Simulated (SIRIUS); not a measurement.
```xyz
4
Lattice="5.3437 2.6719 -2.6719 0.0000 2.6719 2.6719 0.0000 -2.6719 2.6719" Properties=species:S:1:pos:R:3 pbc="T T T"
K     5.3252    0.0277   -0.0277
K     2.6533    0.0277    2.6441
F     2.6887    0.0475   -0.0402
F     0.0168    0.0475    2.6316
```

Space group P1.

Method: SIRIUS, Kohn-Sham DFT of a periodic cell, PBE, all-electron FP-LAPW.

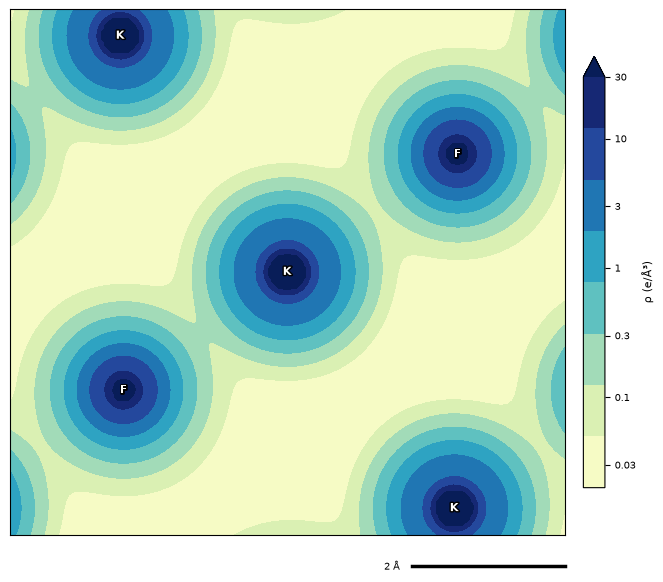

KF. Total electron density on the (010) plane of the standardised cell.

Interpret the plot.

Answer. The section cuts through K and F sites. K–F (2.64 Å): ρ at the midpoint is about 0.13 e/Å³. K–F (2.71 Å): ρ is about 0.11 e/Å³ halfway. Between the atoms the lowest density in this plane is 0.007 e/Å³.

Does the calculation make it a metal, or give it a gap?

Answer. It is gapped, with a Kohn–Sham gap of 6.2 eV on the k-point mesh, an upper bound to the gap of this method.
